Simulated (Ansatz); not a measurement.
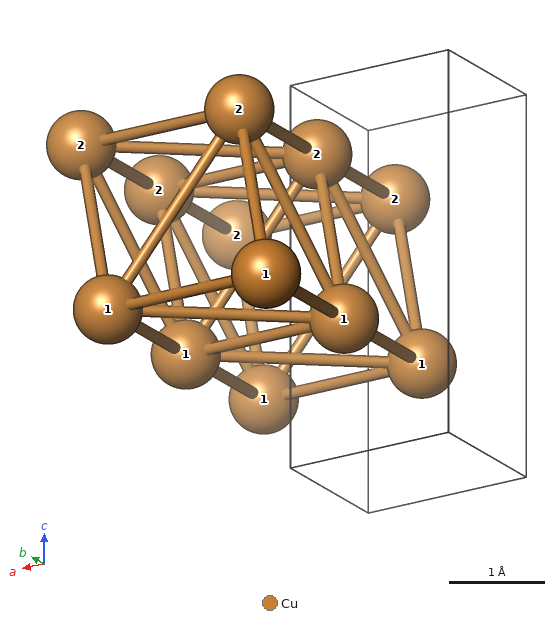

Reference structure: a symmetric starting cell of Cu. The picture is a ball-and-stick view of the cell of the calculation, repeated 2 × 3 × 1 with one cell outlined, seen from a free direction.

All numbers below come from DFT PBE, scalar-relativistic, plane waves, PAW in Ansatz. (plane-wave cutoff 420 eV; k-point mesh 18 × 18 × 10; occupations gaussian; smearing width 0.1 eV; no spin polarisation)

The variant: The cell is strained by +4.3 % along c and +2.8 % across it (volume +10.2 %), the atoms keeping their fractional coordinates. No relaxation follows. The starting cell wasn't computed here and needn't be at equilibrium, so pressure and forces aren't due to the change alone.

Input
```yaml
crystal:
  lattice:
    - [2.6048233079, 0.0, 0.0]
    - [-1.3024116539, 2.255843157, 0.0]
    - [0.0, 0.0, 4.2890414216]
  atoms:
    - { symbol: Cu, position: [0.33333333, 0.66666667, 0.25] }
    - { symbol: Cu, position: [0.66666667, 0.33333333, 0.75] }
basis:
  ecutwfc: 420
kpoints:
  mp_grid: { grid: [18, 18, 10] }
hamiltonian:
  xc: pbe
scf:
  occupations: { method: gaussian, width: 0.1 }
output:
  forces: true
  stress: true
  eigenvalues: true
```

Run as
```bash
ansatz run input.yaml --threads 1 --pin off --max-ram 1331MiB --backend cpu --events-out ev --progress --plain --runs-dir out
```

**What does the calculation give for the changed structure?**

The pressure is −6.2 GPa (not all of it need come from the change, since the unchanged cell can be under pressure at this level too). The principal stresses (compression positive) are −6.9 GPa along c and −5.9 GPa across it. All forces vanish by symmetry. Some distances before and after: Cu–Cu 2.529 → 2.605 to 2.619 Å. The space group stays P6_3/mmc (No. 194).

Drawn alike, the variant:

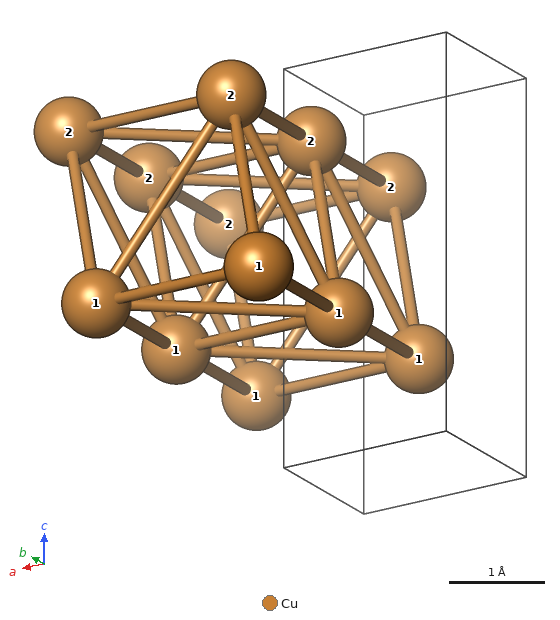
